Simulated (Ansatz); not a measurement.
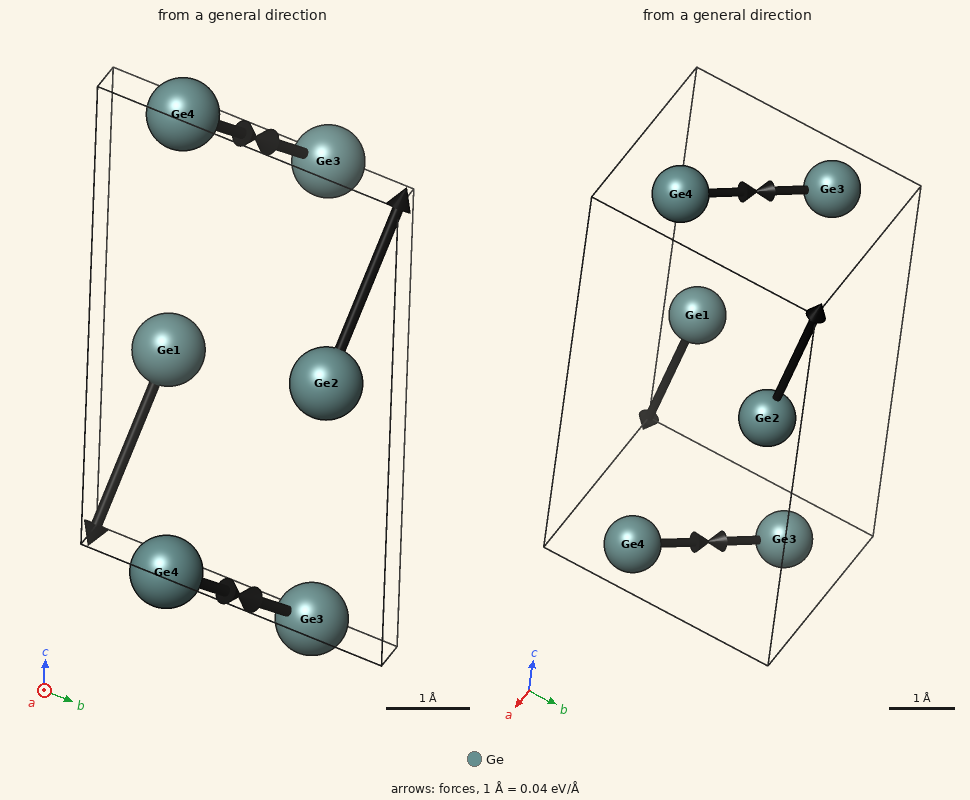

Spheres-only representation of a periodic structure, projected from two general directions. The parallelepiped is the cell (the run's own, in a reduced setting). The arrows are the computed forces on the atoms.

System: Ge. The numbers come from DFT PBE, scalar-relativistic, plane waves, PAW (Ansatz), using 420 eV cutoff, k-points about 0.14 Å⁻¹ apart, Gaussian smearing of 0.1 eV, no spin polarisation.

Would an optimiser stop at this geometry?

Answer. No. The atoms still feel forces of up to about 0.087 eV/Å, above a usual threshold of 0.01 to 0.03 eV/Å.

Which atom feels the largest force?

Answer. Ge1 and Ge2, about 0.087 eV/Å.

Origin of the cell: a structure listed in the Materials Project. The cell was then strained or its atoms displaced on purpose. It was run through Ansatz as a DFT input.
